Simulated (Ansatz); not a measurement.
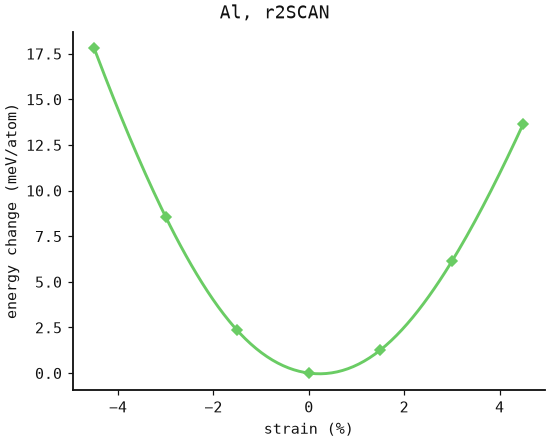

Plotted: energy change against strain for Al, space group Fm-3m (No. 225).

The given structure:
```yaml
crystal:
  lattice:
    - [1.99634, 1.99634, 0.00000]
    - [-1.99634, 1.99634, 0.00000]
    - [0.00000, 0.00000, 3.99268]
  atoms:
    - { symbol: Al, position: [0.00000, 0.00000, 0.00000] }
    - { symbol: Al, position: [0.50000, 0.50000, 0.50000] }
```

Computed with Ansatz 0.2.0: energy, stress and cell of a relaxed crystal along a series of strains, atoms and what the cell freedom names relaxed within the symmetry; stress is positive in compression; plane waves with PAW datasets, Γ-centred k mesh; energies extrapolated to zero smearing. Level: r2SCAN, no spin polarisation.

wave cutoff 500 eV; k mesh 18×18×14; occupations Gaussian; smearing width 0.1 eV; strain kind stretch along c with a and b held; cell freedom cell held, only c stretched.

From this curve and the settings, what does the calculation give for the c/a, stress xx and stress zz at the same points?

The c/a rises from 1.3506 at strain −4.5 % to 1.4779 at 4.5 %. The stress xx falls from 3.98 GPa at strain −4.5 % to −2.55 GPa at 4.5 %, and changes sign near −0.1 %. The stress zz falls from 6.92 GPa at strain −4.5 % to −5.56 GPa at 4.5 %, and changes sign near 0.2 %.

```
strain (%)     c/a  stress xx (GPa)  stress zz (GPa)
      -4.5  1.3506             3.98             6.92
      -3.0  1.3718             2.07             5.26
      -1.5  1.3930             0.84             2.85
       0.0  1.4142            -0.08             0.30
       1.5  1.4354            -0.91            -2.05
       3.0  1.4566            -1.61            -4.31
       4.5  1.4779            -2.55            -5.56
```

Note: given cell holds a small stress on this mesh.
